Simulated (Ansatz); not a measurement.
# Calculations on Na16H

## 1. Relaxation

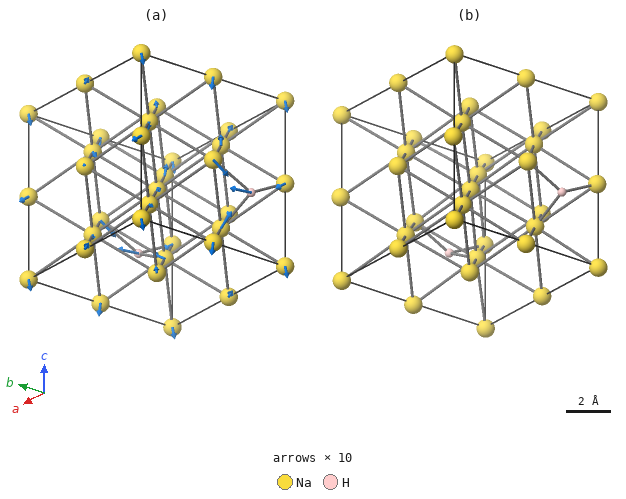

The structure of a defect cell of composition Na16H before (left) and after (right) a relaxation, at one scale. The blue arrows give the displacements, magnified 10 times.

Style: ball-and-stick. Shown: the cell of the calculation, from a free direction.

It is an interstitial H in bcc Na. The run prepares the start of a later molecular dynamics calculation, from a guessed geometry.

The calculation used DFT PBE, scalar-relativistic, plane waves, PAW (Ansatz). Settings: plane-wave cutoff 420 eV; k-point mesh 2 × 2 × 2; occupations fermi dirac; smearing width 0.05 eV; no spin polarisation; atoms relaxed in a fixed cell; force threshold 0.08 eV/Å; at most 25 steps.

What changed between the two?

Over 2 geometry steps the energy falls by 31.4 meV per cell of the calculation. The largest force component goes from 0.12 to 0.05 eV/Å. The H atom moves most: 0.13 Å along +b. Largest moves by element: H 0.13 Å, Na 0.11 Å. The cell doesn't change. Near-neighbour distances that change, for instance: H–Na 2.457 → 2.239 Å, Na–Na 3.663 → 3.492 Å, Na–Na 3.663 → 3.525 Å, H–Na 2.378 → 2.266 Å. Among the angles between lasting bonds that change: Na–H–Na 104.6° → 101.0°, Na–H–Na 104.5° → 101.0°, Na–H–Na 98.5° → 101.6°. The run took 20 s on 2 threads of Intel(R) Xeon(R) Platinum 8488C (Sapphire Rapids), on a shared host, peak memory 1 GiB.

Limits of the set-up: the k-point mesh is coarse for a cell with partly filled bands; the program's low-accuracy preset was used; the periodic images lie only 8.5 Å apart, so the values are limited by the cell's size.

## 2. Dynamics

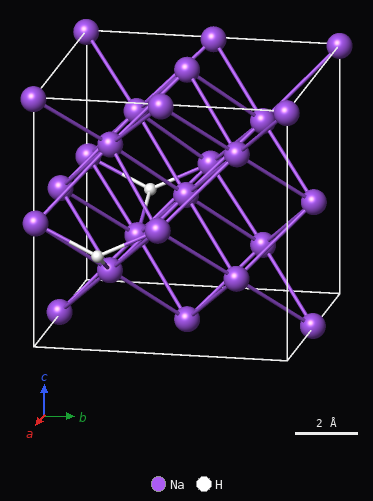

Starting frame of a dynamics run of Na with an interstitial H (17 atoms in the cell). A ball-and-stick model of the simulation cell, seen slightly off an axis. Bonds to atoms that aren't drawn are left out.

All numbers below come from DFT PBE, scalar-relativistic, plane waves, PAW (Ansatz).

The input:
```yaml
accuracy: low
crystal:
  lattice:
    - [8.46, 0.0, 0.0]
    - [0.0, 8.46, 0.0]
    - [0.0, 0.0, 8.46]
  atoms:
    - { symbol: Na, position: [-7.48e-06, -0.00163196, -0.00695467] }
    - { symbol: Na, position: [0.49998782, -0.0027025, 0.00479035] }
    - { symbol: Na, position: [-7.27e-06, 0.50110549, -0.00832912] }
    - { symbol: Na, position: [4.34e-06, 0.00674677, 0.49495141] }
    - { symbol: Na, position: [0.23980717, 0.25024068, 0.25671808] }
    - { symbol: Na, position: [0.49998806, 0.50085103, 0.00424861] }
    - { symbol: Na, position: [0.49998211, 0.00117301, 0.5015591] }
    - { symbol: Na, position: [0.76014322, 0.25024098, 0.25668967] }
    - { symbol: Na, position: [4.43e-06, 0.48913516, 0.49284925] }
    - { symbol: Na, position: [0.24797757, 0.7483198, 0.24809577] }
    - { symbol: Na, position: [0.25100419, 0.24929348, 0.75740855] }
    - { symbol: Na, position: [0.49998262, 0.49692841, 0.5020888] }
    - { symbol: Na, position: [0.75200299, 0.74831963, 0.24810161] }
    - { symbol: Na, position: [0.74899212, 0.24929321, 0.75739175] }
    - { symbol: Na, position: [0.2522747, 0.74889166, 0.74590533] }
    - { symbol: Na, position: [0.74770658, 0.74889164, 0.74589908] }
    - { symbol: H, position: [2.182e-05, 0.25157183, 0.37607424] }
basis:
  ecutwfc: 420.0
kpoints:
  mp_grid: { grid: [2, 2, 2] }
hamiltonian:
  xc: pbe
scf:
  occupations: { method: fermi_dirac, width: 0.05 }
  lower_state_search: "off"
md:
  timestep: 0.5
  n_steps: 250
  ensemble: nvt_nose_hoover
  temperature: 600.0
  initial_velocities: maxwell_boltzmann
  seed: 822273
  nose_hoover: { tau: 100.0, chain_length: 3 }
```

Launched with:
```bash
ansatz run input.yaml --threads 2 --pin off --max-ram 5120MiB --backend cpu --events-out ev --progress --plain --runs-dir out
```

Question: Predict how the run goes.

Answer: The mean temperature in the second half is 222 K (standard deviation 74 K). That is still far from the set 600 K: the thermostat hasn't settled it within this run. The potential energy is still drifting at the end, so the run hasn't reached equilibrium. The potential energy in the second half lies on average 53.4 meV per atom above the first frame. In the second half of the run the atoms are, in the root-mean-square, this far from where they began (common drift taken out): Na 0.46 Å, H 0.44 Å. That is small against the typical shortest distance between atoms in the first frame, about 3.6 Å: the atoms vibrate about their sites and the arrangement holds.

Along the run (each row but the first and the last is the mean over the interval that it begins):

| time (fs) | potential energy (meV/atom) | T (K) |
| --- | --- | --- |
| 0.0 | 0.0 | 600 |
| 20.5 | 20.4 | 435 |
| 41.0 | 44.5 | 246 |
| 61.5 | 58.5 | 146 |
| 82.0 | 55.1 | 199 |
| 102.5 | 47.8 | 301 |
| 123.0 | 44.1 | 356 |

The paths of the atoms:

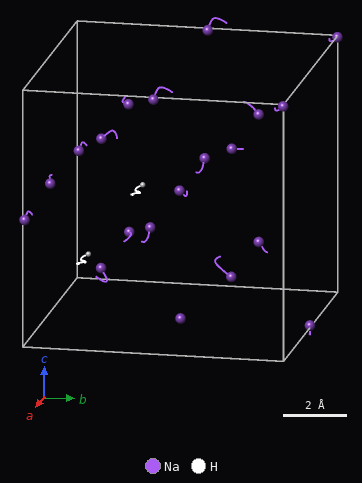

Limits of the set-up: the k-point mesh is coarse for a cell with partly filled bands; the program's low-accuracy preset was used; the periodic images lie only 8.5 Å apart, so the values are limited by the cell's size.

Cost: 15 min on 2 threads of Intel(R) Xeon(R) Platinum 8488C (Sapphire Rapids), with other jobs on the host, peak memory 1.2 GiB.

## 3. Dynamics

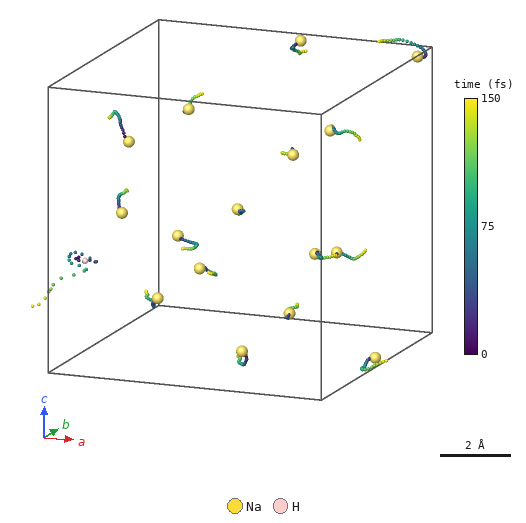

A Born-Oppenheimer molecular dynamics run of Na with an interstitial H (17 atoms in the cell), 150 fs long. It starts from the last geometry of an earlier run, with fresh velocities. Dots mark each atom's position at evenly spaced times, coloured by time; spheres stand at the starting positions. Seen slightly off an axis in the simulation cell.

Method: DFT PBE, scalar-relativistic, plane waves, PAW (Ansatz 0.2.0). Run with plane-wave cutoff 420 eV; k-point mesh 2 × 2 × 2; Fermi-Dirac smearing 0.05 eV; low-accuracy preset; Langevin thermostat (NVT); set temperature 840 K; time step 0.5 fs; friction 0.02 per fs.

**What do the traces tell about the motion?**

In the second half of the run the atoms are, in the root-mean-square, this far from where they began (common drift taken out): H 1.25 Å, Na 0.63 Å. Against the typical shortest distance between atoms in the first frame, about 3.3 Å these are large excursions, but over 150 fs one can't yet tell strong vibration from the start of diffusion.

Limits of the set-up: the k-point mesh is coarse for a cell with partly filled bands; the program's low-accuracy preset was used; the periodic images lie only 8.5 Å apart, so the values are limited by the cell's size.

The run took 24 min on 2 threads of Intel(R) Xeon(R) Platinum 8488C (Sapphire Rapids), on a shared host, peak memory 1.3 GiB.
